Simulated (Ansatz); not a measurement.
```yaml
crystal:
  lattice:
    - [1.94733, -3.42263, 0.00000]
    - [0.00000, 0.00000, 4.77044]
    - [-3.98084, -0.04976, 0.00000]
  atoms:
    - { symbol: Ca, position: [0.33322, 0.75000, 0.67009] }
    - { symbol: Ca, position: [0.66678, 0.25000, 0.32991] }
    - { symbol: O, position: [0.33325, 0.25000, 0.66931] }
    - { symbol: O, position: [0.66675, 0.75000, 0.33069] }
```

Space group P2₁/m; started from the wurtzite prototype, which need not be the ambient phase; changed on purpose from its base cell (shear xy strain +2.5%).

Method: DFT, HSE06, plane waves, PAW in Ansatz 0.2.0.

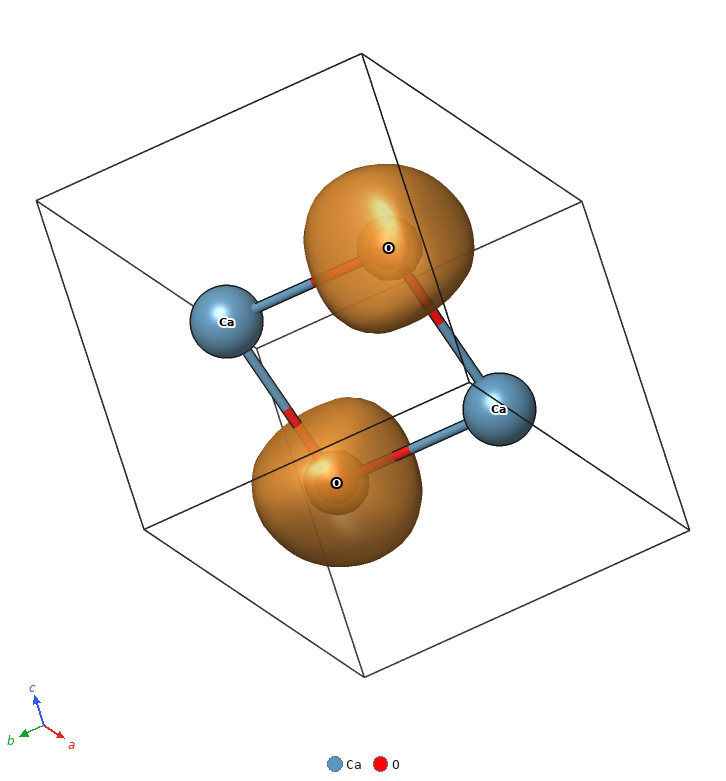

CaO. Isosurface of the electron localisation function at 0.7 (orange), seen at an oblique angle. Core shells and regions of very low density are left out. Sticks mark near contacts.

Core electrons are frozen (PAW), and the valence fields are smoothed inside the atomic spheres.

Describe the localisation domains.

Answer. The surface consists of two regions wrapped around O (the valence shell of each), counted in one cell of 4 atoms. Regions shared between cells count once. Along the contacts the grid gives the following. Ca–O (2.30 Å): the ELF peaks at about 0.85 in the valence shell of O, 0.6 Å from its nucleus, and drops to about 0.10 between the two atoms: a largely ionic contact. Ca–O (2.39 Å): the ELF peaks at about 0.85 in the valence shell of O, 0.7 Å from its nucleus, and drops to about 0.05 between the two atoms: a closed-shell, largely ionic contact.
